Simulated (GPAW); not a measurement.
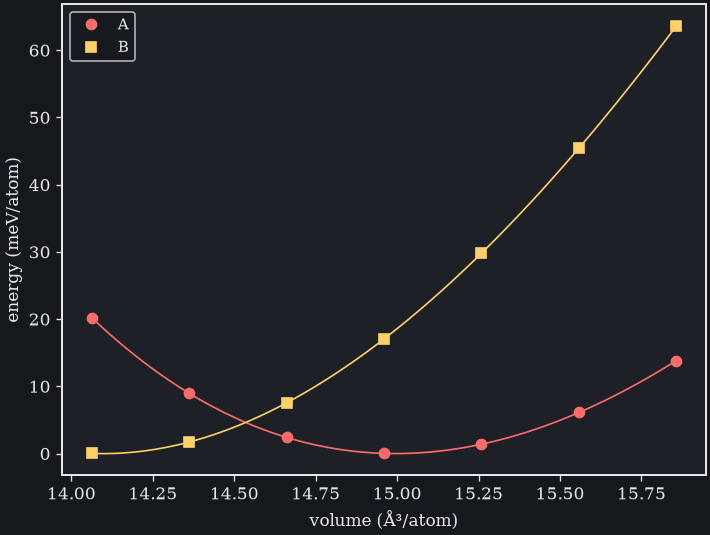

The figure compares two calculations of the energy against volume, each curve from its own zero. The first is for Al₂Cu, space group I4/mcm (No. 140).

The cell holds 6 atoms.

Computed with GPAW 26.7.0: PAW DFT in plane waves, on a grid or in atomic orbitals, no spin polarisation; energies at scaled volumes of the given cell, shape and fractions fixed, counted from the fit's minimum, third-order Birch-Murnaghan fit. Level: PBE.

- k mesh: 6×6×6
- occupations: Fermi–Dirac
- smearing width: 0.05 eV
- potentials: GPAW PAW data sets (gpaw data 1.2.1)
- wave cutoff: 600 eV
- program settings: basis pw

In the second, the level changes from PBE to LDA.

Which of A and B is the second calculation, and what did the change do?

B. The equilibrium volume falls from 14.99 to 14.10 Å³/atom (−5.9 %) and the bulk modulus rises from 99.2 to 116.2 GPa (+17 %). As usual, the local density approximation binds more tightly than this gradient-corrected functional.

For PBE, limits of the calculation: shape and atomic fractions are frozen while scaling, which makes layered, chain and framework solids too stiff.

For LDA, limits of the calculation: the fit and the printed pressures don't fully agree, or the minimum lies near the end of the range; shape and atomic fractions are frozen while scaling, which makes layered, chain and framework solids too stiff.

V0 and the bulk modulus come from third-order Birch–Murnaghan fits.
